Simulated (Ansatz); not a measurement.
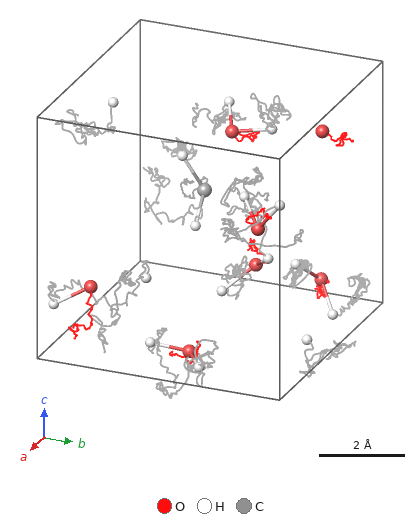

A Born-Oppenheimer molecular dynamics run of a periodic cell with 6 H2O + 1 CH3OH at 0.942 g/cm³, 300 fs long. It starts from the last geometry of an earlier run, with fresh velocities. Lines trace each atom's path, in the colour of its element; spheres stand at the starting positions. Seen from a free direction in the simulation cell.

Theory: DFT PBE-D3(BJ), scalar-relativistic, plane waves, PAW in Ansatz 0.2.0. Settings: plane-wave cutoff 420 eV; k-point mesh 1 × 1 × 1; Fermi-Dirac smearing 0.05 eV; low-accuracy preset; Langevin thermostat (NVT); set temperature 700 K; time step 0.75 fs; friction 0.05 per fs.

Q: What do the traces tell about the motion?

A: In the second half of the run the atoms are, in the root-mean-square, this far from where they began (common drift taken out): H 1.14 Å, O 0.76 Å, C 0.48 Å. The heavy atoms stay within a fraction of a molecule's size of their starting places; so short a run doesn't tell a liquid from a solid. The mean temperature in the second half is 698 K (standard deviation 99 K). The potential energy in the second half lies on average 28.5 meV per atom above the first frame.

Limits of the set-up: the program's low-accuracy preset was used; the periodic images lie only 6.3 Å apart, so the values are limited by the cell's size.
